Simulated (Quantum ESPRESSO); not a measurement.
# CaO (Lime): a worked LO-TO splitting

Wanted: the LO mode of CaO (Lime) from the TO mode and the field response.

Program: Quantum ESPRESSO 7.5. Level of theory: DFT PBE, scalar-relativistic, plane waves, GBRV ultrasoft pseudopotentials. Results are calculated unless marked as measured.

## (1) The relaxed structure

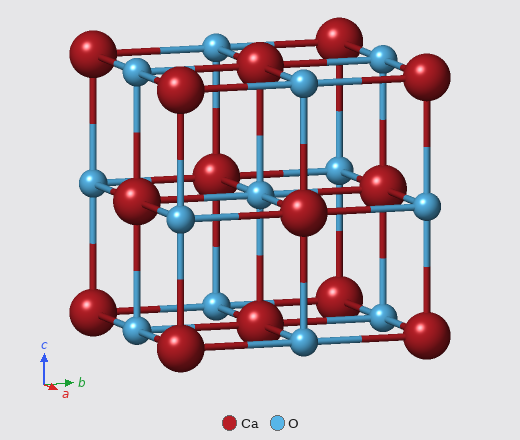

The cell as given, slightly off an axis (calcium red, oxygen blue). This picture shows the conventional cell, with its axes. Some periodic images of atoms are drawn too.

This is the cell after its relaxation at this level of theory, not the database cell from which that began.

## (2) What the response run gave

A linear-response run on the relaxed cell, with the response to an electric field; only its zone-centre results are used. Cutoff 55 Ry, k mesh 8×8×8.

Output:

```text
[banners, grids, parts of the stress and lines that vanish by symmetry left out]
Program PHONON v.7.5
     Reading xml data from directory:

[...]
Exchange-correlation= PBE
                           (   1   4   3   4   0   0   0)
[...]
kinetic-energy cut-off    =      55.0000  Ry
     charge density cut-off    =     440.0000  Ry
     convergence threshold     =      1.0E-18
[...]
Exchange-correlation= PBE
                           (   1   4   3   4   0   0   0)
[...]
q = (   0.0000000   0.0000000   0.0000000 )
     49 Sym.Ops. (with q -> -q+G )
     G cutoff =  929.1926  (  29627 G-vectors)     FFT grid: ( 45, 45, 45)
     G cutoff =  464.5963  (  10489 G-vectors)  smooth grid: ( 32, 32, 32)
     number of k points=    29
[...]
Mode symmetry, O_h (m-3m)  point group:
[...]
Dielectric constant
[...]
End of electric fields calculation
          Dielectric constant in cartesian axis
          (       3.776211004       0.000000000       0.000000000 )
          (       0.000000000       3.776211004      -0.000000000 )
          (       0.000000000       0.000000000       3.776211004 )
          Effective charges (d Force / dE) in cartesian axis without acoustic sum rule applied (asr)
           atom    1  Ca    Mean Z*:        2.35249
      Ex  (        2.35249       -0.00000       -0.00000 )
      Ey  (       -0.00000        2.35249        0.00000 )
      Ez  (       -0.00000        0.00000        2.35249 )
           atom    2  O     Mean Z*:       -2.35113
      Ex  (       -2.35113        0.00000       -0.00000 )
      Ey  (        0.00000       -2.35113        0.00000 )
      Ez  (       -0.00000        0.00000       -2.35113 )
          Effective charges Sum: Mean:        0.00136
[...]
Effective charges (d Force / dE) in cartesian axis with asr applied:
           atom    1  Ca    Mean Z*:        2.35181
[...]
atom    2  O     Mean Z*:       -2.35181
[...]
Representation #   1 modes #   1   2   3
[...]
End of self-consistent calculation
     Convergence has been achieved
     Representation #   2 modes #   4   5   6
[...]
End of self-consistent calculation
     Convergence has been achieved
[...]
Dielectric constant in cartesian axis
          (       3.776211004       0.000000000       0.000000000 )
          (       0.000000000       3.776211004      -0.000000000 )
          (       0.000000000       0.000000000       3.776211004 )
          Effective charges (d Force / dE) in cartesian axis without acoustic sum rule applied (asr)
           atom    1  Ca    Mean Z*:        2.35249
      Ex  (        2.35249       -0.00000       -0.00000 )
      Ey  (       -0.00000        2.35249        0.00000 )
      Ez  (       -0.00000        0.00000        2.35249 )
           atom    2  O     Mean Z*:       -2.35113
      Ex  (       -2.35113        0.00000       -0.00000 )
      Ey  (        0.00000       -2.35113        0.00000 )
      Ez  (       -0.00000        0.00000       -2.35113 )
          Effective charges Sum: Mean:        0.00136
[...]
Effective charges (d Force / dE) in cartesian axis with asr applied:
           atom    1  Ca    Mean Z*:        2.35181
[...]
atom    2  O     Mean Z*:       -2.35181
[...]
q = (    0.000000000   0.000000000   0.000000000 )
[...]
freq (    1) =       0.039905 [THz] =       1.331093 [cm-1]
     freq (    2) =       0.039905 [THz] =       1.331093 [cm-1]
     freq (    3) =       0.039905 [THz] =       1.331093 [cm-1]
     freq (    4) =       7.668410 [THz] =     255.790637 [cm-1]
     freq (    5) =       7.668410 [THz] =     255.790637 [cm-1]
     freq (    6) =       7.668410 [THz] =     255.790637 [cm-1]
[...]
Mode symmetry, O_h (m-3m)  point group:
     freq (   1-   3) =          1.3  [cm-1]   --> T_1u G_15  G_4- I
     freq (   4-   6) =        255.8  [cm-1]   --> T_1u G_15  G_4- I

   JOB DONE.
```

```
                       quantity   value
             cell volume Ω (Å³)  28.201
                 mass of Ca (u)  40.078
                  mass of O (u)  15.999
     Born charge of Ca, raw (e)   2.353
      Born charge of O, raw (e)  -2.351
                             ε∞   3.776
ω(TO) after the sum rule (cm⁻¹)   255.8
```

## (3) The calculation

The charges must sum to zero over the cell; taking off their mean, 0.001 e, leaves Z* = 2.352 e on Ca. In the polar mode Ca moves against O, so the reduced mass is μ = 40.08 × 16.00 / 56.08 = 11.434 u.

A longitudinal wave builds up a field that adds to the restoring force: ω(LO)² = ω(TO)² + 4π Z*² / (μ Ω ε∞), in Hartree atomic units. With μ = 20844 electron masses and Ω = 190.31 bohr³ the second term is 4.6400e-06 Ha², or 223507 cm⁻² (1 Ha = 219474.6 cm⁻¹).

So ω(LO) = √(65423 + 223507) = 537.5 cm⁻¹, and by the Lyddane-Sachs-Teller relation ε₀ = ε∞ (ω(LO)/ω(TO))² = 16.68.

## (4) Check against the program

The analysis program adds the same non-analytic term to the full matrix, here for q along (1 0 0).

Output:

```text
[banner, memory and clock lines left out]
Program DYNMAT v.7.5

     Reading Dynamical Matrix from file g.dyn
     ...Force constants read
     ...epsilon and Z* read

     Polarizability (A^3 units)
     multiply by 0.519372 for Clausius-Mossotti correction
         6.230247    0.000000    0.000000
         0.000000    6.230247    0.000000
         0.000000   -0.000000    6.230247

     IR activities are in (D/A)^2/amu units

# mode   [cm-1]    [THz]      IR
    1      0.00    0.0000    0.0000
    2      0.00    0.0000    0.0000
    3      0.00    0.0000    0.0000
    4    255.78    7.6680   11.1599
    5    255.78    7.6680   11.1599
    6    537.52   16.1145   11.1599
```

ε₀ comes from the program's run without a direction of q.

```
    quantity  by hand  program
ω(LO) (cm⁻¹)    537.5    537.5
          ε₀    16.68    16.68
```

## (5) Outcome

| Property | Result |
| --- | --- |
| TO mode | 255.8 cm⁻¹ |
| LO mode | 537.5 cm⁻¹ |
| static dielectric constant | 16.68 |

What this shows: The LO mode of CaO (Lime) lies at 538 cm⁻¹, 282 cm⁻¹ above the TO mode; the formula meets the program within 0.1 cm⁻¹, as it must for a cubic crystal with one polar mode. ω(LO)² − ω(TO)² goes with Z*²/ε∞: an error of 5 % in ε∞ would move the LO mode by 10.0 cm⁻¹, and semilocal functionals tend to overestimate ε∞. These are harmonic values at zero temperature, at the volume of this functional, for the structure held cubic; stability elsewhere in the zone is no part of this calculation.

[Host names and launcher messages were left out of these logs when they were recorded.]

[Logs are printed without paths, hosts, clocks, repeated set-up lines and the standing remarks that a program may print on its own settings, such as how far it seeks lower states.]

[Hosts, paths, dates, database ids (printed as entryN), source tags and the programs' standing remarks are cut or masked in the printed files.]
